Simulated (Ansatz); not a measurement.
## Single-point calculation, with input and output: Sn₈HO (part 2 of 2)

Sn₈HO (slab, 20 atoms in the cell); DFT PBE+D3(BJ), scalar-relativistic, plane waves, PAW, no spin polarisation (Ansatz 0.2.0); cutoff 420 eV, 3×3×1 k-mesh, Gaussian smearing of 0.1 eV. The structure derives from an entry of the Crystallography Open Database. It belongs to a series of runs on one base structure; here: the whole at its places in the relaxed adsorbed structure.

Geometry of the input (Å; fractional positions):
```
9.2964  0.0000  0.0000
-4.6482  8.0509  0.0000
0.0000  0.0000  24.4256
Sn 0.6667  0.3333  0.3275
Sn 0.6667  0.8333  0.3275
Sn 0.1667  0.3333  0.3275
Sn 0.1667  0.8333  0.3275
Sn 0.5000  0.5000  0.3664
Sn 0.5000  0.0000  0.3664
Sn -0.0000  0.5000  0.3664
Sn 0.0000  0.0000  0.3664
Sn 0.0786  0.7905  0.4529
Sn 0.0695  0.2854  0.4518
Sn 0.5796  0.7891  0.4529
Sn 0.5789  0.2891  0.4531
Sn 0.9085  0.9535  0.5049
Sn 0.9080  0.4574  0.5045
Sn 0.4091  0.9535  0.5034
Sn 0.3994  0.4487  0.5009
O  0.8036  0.6165  0.5958
O  0.6886  0.6752  0.6115
H  0.7921  0.5466  0.6273
H  0.5947  0.6073  0.5865
```

### Output, continued
```
  k-point 0: bands = ["-24.4153", "-22.1483", "-22.1387", "-22.1382", "-22.1342", "-22.1134", "-22.1035", "-22.1033", "-22.0821", "-22.0698", "-22.0666", "-22.0655", "-22.0629", "-22.0433", "-22.0421", "-22.0222", "-22.0216", "-22.0184", "-22.0153", "-21.9965", "-21.9943", "-21.9247", "-21.9195", "-21.9145", "-21.9129", "-21.9117", "-21.8807", "-21.8772", "-21.8679", "-21.8640", "-21.8517", "-21.8495", "-21.8432", "-21.8267", "-21.8199", "-21.8144", "-21.8134", "-21.8110", "-21.7888", "-21.7869", "-21.7766", "-21.7730", "-21.7672", "-21.7643", "-21.7620", "-21.7521", "-21.7476", "-21.7452", "-21.7419", "-21.7411", "-21.7377", "-21.7308", "-21.7280", "-21.7217", "-21.7197", "-21.7144", "-21.7127", "-21.7114", "-21.7064", "-21.7038", "-21.6975", "-21.6835", "-21.6804", "-21.6786", "-21.6776", "-21.6720", "-21.6688", "-21.6681", "-21.6633", "-21.6562", "-21.6536", "-21.6484", "-21.6419", "-21.6410", "-21.6343", "-21.6283", "-21.6158", "-21.5962", "-21.5857", "-21.5755", "-21.5616", "-18.9485", "-10.8487", "-9.8475", "-9.4274", "-9.1595", "-9.1469", "-9.1398", "-8.4208", "-7.8840", "-7.8708", "-7.8388", "-7.6029", "-7.5829", "-6.9643", "-6.8672", "-6.3982", "-6.0704", "-6.0425", "-5.0788", "-3.9972", "-3.2281", "-3.1968", "-3.1685", "-3.1154", "-2.9496", "-2.5621", "-2.4598", "-2.4555", "-1.8942", "-1.8832", "-1.8316", "-1.7394", "-1.2922", "-1.2861", "-1.2062", "-1.1969", "-1.0769", "-0.9521", "-0.3616", "-0.3507", "-0.2229", "-0.0257", "0.2000", "0.8402", "0.9177", "0.9561", "1.0616", "1.0943", "1.2700", "1.6668", "1.7372", "1.9413", "2.2091", "2.2201", "2.2864", "2.4131", "2.5116", "2.9717", "3.0523", "3.2794", "3.5250", "3.5763"]
  k-point 1: bands = ["-24.4153", "-22.1572", "-22.1532", "-22.1395", "-22.1377", "-22.1168", "-22.1139", "-22.0934", "-22.0872", "-22.0645", "-22.0621", "-22.0608", "-22.0561", "-22.0310", "-22.0257", "-22.0197", "-22.0191", "-22.0140", "-22.0031", "-22.0021", "-21.9930", "-21.9268", "-21.9239", "-21.9189", "-21.9168", "-21.9071", "-21.8929", "-21.8778", "-21.8705", "-21.8624", "-21.8546", "-21.8479", "-21.8417", "-21.8215", "-21.8127", "-21.8064", "-21.8045", "-21.8033", "-21.7951", "-21.7913", "-21.7896", "-21.7757", "-21.7705", "-21.7652", "-21.7627", "-21.7583", "-21.7553", "-21.7505", "-21.7464", "-21.7392", "-21.7358", "-21.7330", "-21.7322", "-21.7276", "-21.7223", "-21.7194", "-21.7176", "-21.7082", "-21.7027", "-21.7011", "-21.6981", "-21.6897", "-21.6870", "-21.6792", "-21.6726", "-21.6696", "-21.6671", "-21.6605", "-21.6561", "-21.6541", "-21.6518", "-21.6458", "-21.6418", "-21.6407", "-21.6342", "-21.6315", "-21.6159", "-21.5900", "-21.5846", "-21.5731", "-21.5621", "-18.9485", "-10.6042", "-9.9119", "-9.8299", "-9.4232", "-9.3032", "-8.9296", "-8.4543", "-8.1650", "-7.7664", "-7.6706", "-7.5045", "-7.1015", "-6.8982", "-6.6649", "-6.1200", "-5.9910", "-5.3166", "-5.0965", "-4.5982", "-3.9800", "-3.7023", "-3.5771", "-3.2399", "-3.1910", "-2.8221", "-2.6006", "-2.3694", "-2.2276", "-2.0000", "-1.9754", "-1.7929", "-1.5182", "-1.4305", "-1.3118", "-1.1545", "-1.0286", "-0.9262", "-0.0736", "0.1221", "0.1650", "0.3802", "0.6649", "1.0584", "1.1791", "1.5178", "1.5938", "1.6441", "1.7886", "1.9651", "2.0644", "2.2034", "2.2567", "2.3475", "2.4296", "2.7591", "2.7841", "2.8409", "2.8954", "3.1925", "3.5207", "3.5556"]
  k-point 2: bands = ["-24.4153", "-22.1500", "-22.1482", "-22.1448", "-22.1397", "-22.1139", "-22.1033", "-22.1022", "-22.1017", "-22.0652", "-22.0628", "-22.0568", "-22.0531", "-22.0457", "-22.0438", "-22.0106", "-22.0096", "-22.0057", "-22.0052", "-21.9967", "-21.9945", "-21.9252", "-21.9210", "-21.9164", "-21.9132", "-21.9056", "-21.8835", "-21.8815", "-21.8791", "-21.8646", "-21.8559", "-21.8516", "-21.8492", "-21.8145", "-21.8078", "-21.8038", "-21.8008", "-21.7959", "-21.7909", "-21.7881", "-21.7842", "-21.7764", "-21.7749", "-21.7701", "-21.7678", "-21.7646", "-21.7566", "-21.7533", "-21.7447", "-21.7429", "-21.7407", "-21.7352", "-21.7335", "-21.7273", "-21.7222", "-21.7204", "-21.7167", "-21.7033", "-21.7001", "-21.6970", "-21.6898", "-21.6870", "-21.6838", "-21.6809", "-21.6787", "-21.6745", "-21.6701", "-21.6675", "-21.6659", "-21.6589", "-21.6566", "-21.6466", "-21.6425", "-21.6376", "-21.6359", "-21.6113", "-21.6094", "-21.5960", "-21.5810", "-21.5781", "-21.5588", "-18.9485", "-10.6194", "-9.9890", "-9.8412", "-9.2346", "-9.2120", "-8.9263", "-8.4503", "-8.1877", "-7.7512", "-7.7413", "-7.5799", "-7.5647", "-6.9296", "-6.3752", "-5.9695", "-5.9426", "-5.3807", "-5.2248", "-4.2066", "-3.9741", "-3.4755", "-3.4303", "-3.2227", "-2.8882", "-2.8081", "-2.7856", "-2.7349", "-2.3352", "-2.3235", "-2.2415", "-2.1987", "-1.4051", "-1.2101", "-1.1190", "-1.1052", "-0.9832", "-0.5953", "-0.4172", "-0.0716", "0.3178", "0.3478", "0.8815", "1.0604", "1.2202", "1.2388", "1.2734", "1.5717", "1.6101", "1.6913", "1.9438", "2.0860", "2.5992", "2.6765", "2.8433", "2.8819", "2.8966", "3.1025", "3.1198", "3.1970", "3.3564", "3.4365"]
  k-point 4: bands = ["-24.4153", "-22.1570", "-22.1533", "-22.1401", "-22.1371", "-22.1167", "-22.1140", "-22.0932", "-22.0873", "-22.0637", "-22.0632", "-22.0606", "-22.0560", "-22.0309", "-22.0257", "-22.0196", "-22.0190", "-22.0142", "-22.0038", "-22.0012", "-21.9932", "-21.9266", "-21.9239", "-21.9192", "-21.9168", "-21.9071", "-21.8931", "-21.8781", "-21.8700", "-21.8628", "-21.8545", "-21.8472", "-21.8419", "-21.8213", "-21.8121", "-21.8070", "-21.8048", "-21.8033", "-21.7956", "-21.7911", "-21.7888", "-21.7757", "-21.7709", "-21.7648", "-21.7628", "-21.7588", "-21.7554", "-21.7496", "-21.7461", "-21.7390", "-21.7364", "-21.7335", "-21.7324", "-21.7276", "-21.7227", "-21.7197", "-21.7177", "-21.7085", "-21.7022", "-21.7010", "-21.6977", "-21.6886", "-21.6881", "-21.6795", "-21.6730", "-21.6687", "-21.6673", "-21.6601", "-21.6562", "-21.6534", "-21.6520", "-21.6464", "-21.6426", "-21.6401", "-21.6344", "-21.6313", "-21.6162", "-21.5895", "-21.5845", "-21.5734", "-21.5622", "-18.9485", "-10.6037", "-9.8997", "-9.8438", "-9.4229", "-9.3025", "-8.9290", "-8.4516", "-8.1861", "-7.7612", "-7.6542", "-7.4995", "-7.1002", "-6.8962", "-6.6693", "-6.1230", "-5.9918", "-5.3281", "-5.1053", "-4.5985", "-3.9514", "-3.7063", "-3.5830", "-3.2275", "-3.1844", "-2.8400", "-2.6058", "-2.3714", "-2.2249", "-2.0013", "-1.9634", "-1.7932", "-1.5251", "-1.4275", "-1.3118", "-1.1566", "-1.0363", "-0.9295", "-0.0680", "0.1356", "0.1770", "0.3682", "0.6413", "1.0815", "1.1833", "1.4475", "1.5951", "1.7016", "1.7619", "1.9447", "2.0598", "2.2099", "2.2703", "2.3894", "2.4555", "2.7542", "2.7888", "2.8350", "2.8748", "3.2212", "3.4867", "3.5502"]
```

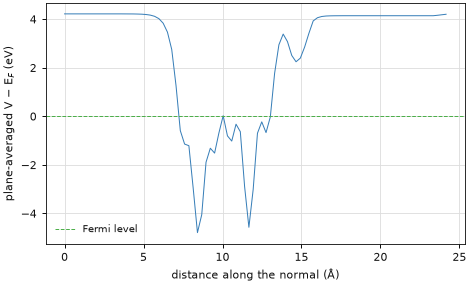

**Figure 1.** Plane average of the electrostatic potential energy of an electron across the cell, from the Fermi level. The vacuum level lies 4.14 eV above the Fermi level on the upper side and 4.22 eV on the lower.

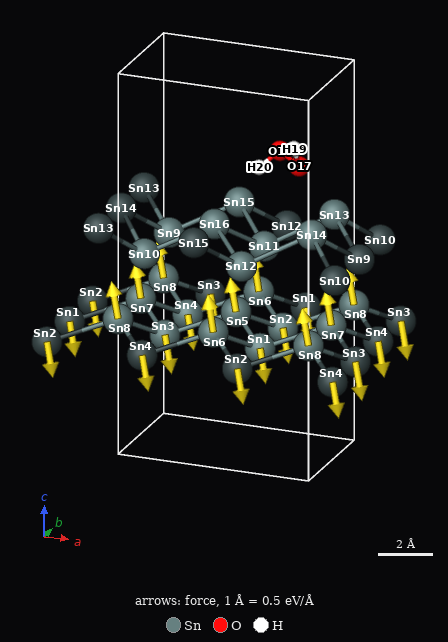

**Figure 2.** Forces on the atoms as yellow arrows (ball-and-stick view of the cell of the calculation, with the vacuum cut short, seen slightly off an axis; neighbours outside the cell are drawn fainter; atoms are numbered from 1 in the order of the input); the smallest are left out. The largest act on Sn3 (0.76 eV/Å); Sn6 (0.73 eV/Å); Sn8 (0.73 eV/Å); Sn2, Sn4, Sn7 (0.70 eV/Å), among others. The geometry is not a stationary point of this energy.

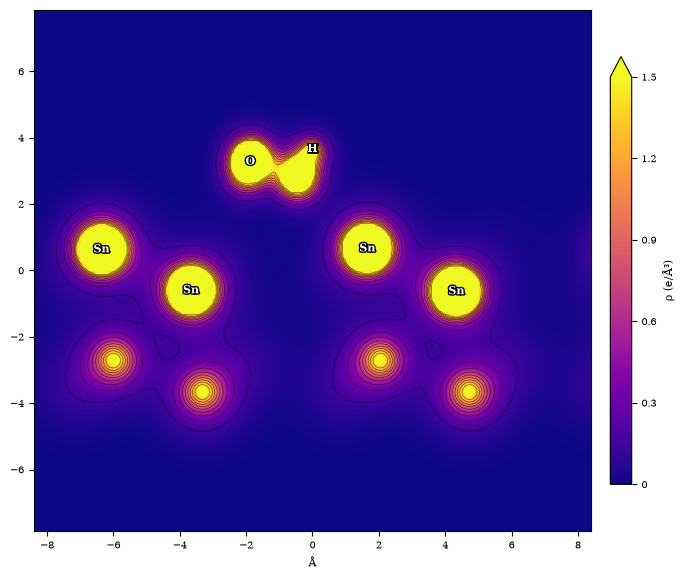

**Figure 3.** Valence charge density (pseudo) on the (110) plane of the calculation cell, a cut from vacuum to vacuum. Sn–Sn (2.98 Å): ρ is about 0.27 e/Å³ halfway. The density dies away to nearly zero in the vacuum. In a PAW calculation such maps are meaningful between the atoms, not at the nuclei.

### Results in brief

```tsv
quantity	value
outcome	converged
electrons treated	238
free energy	−97550.4069 eV
work function, top face	4.14 eV
work function, bottom face	4.22 eV
Fermi energy	−0.509 eV
gap on the k-point mesh	0.18 eV
work function (upper face)	4.14 eV
largest force (length of the vector)	0.759 eV/Å
wall time	25 s (CPU time 97 s)
peak memory	4.6 GiB
```
